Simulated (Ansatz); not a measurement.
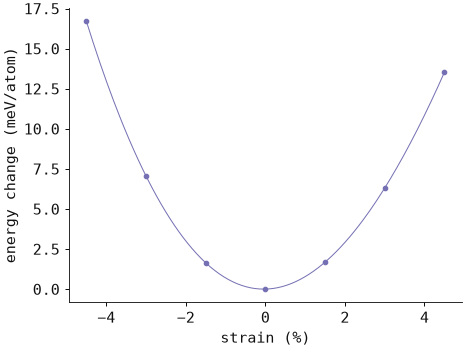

The figure shows the energy change against strain for K, space group P6_3/mmc (No. 194).

Starting cell:
```xyz
2
Lattice="4.6498 0.0000 0.0000 -2.3249 4.0268 0.0000 0.0000 0.0000 7.6044" Properties=species:S:1:pos:R:3 pbc="T T T"
K     0.0000    2.6846    1.9011
K     2.3249    1.3423    5.7033
```

Calculation (Ansatz 0.2.0): energy, stress and cell of a relaxed crystal along a series of strains, atoms and what the cell freedom names relaxed within the symmetry; stress is positive in compression; plane waves with PAW datasets, Γ-centred k mesh; energies extrapolated to zero smearing. Level: PBEsol, no spin polarisation.

wave cutoff 420 eV; k mesh 12×12×6; occupations Gaussian; smearing width 0.1 eV; strain kind isotropic; cell freedom cell held, all vectors scaled.

From this curve and the settings, what does the calculation give for the volume change, stress xx and stress zz at the same points?

The volume change rises from −12.90 % at strain −4.5 % to 14.12 % at 4.5 %. The stress xx falls from 0.66 GPa at strain −4.5 % to −0.38 GPa at 4.5 %, and changes sign near 0.0 %. The stress zz falls from 0.65 GPa at strain −4.5 % to −0.39 GPa at 4.5 %, and changes sign near −0.1 %.

| strain (%) | volume change (%) | stress xx (GPa) | stress zz (GPa) |
| --- | --- | --- | --- |
| −4.5 | −12.90 | 0.66 | 0.65 |
| −3.0 | −8.73 | 0.40 | 0.39 |
| −1.5 | −4.43 | 0.18 | 0.18 |
| 0.0 | 0.00 | 0.00 | −0.01 |
| 1.5 | 4.57 | −0.15 | −0.16 |
| 3.0 | 9.27 | −0.28 | −0.29 |
| 4.5 | 14.12 | −0.38 | −0.39 |
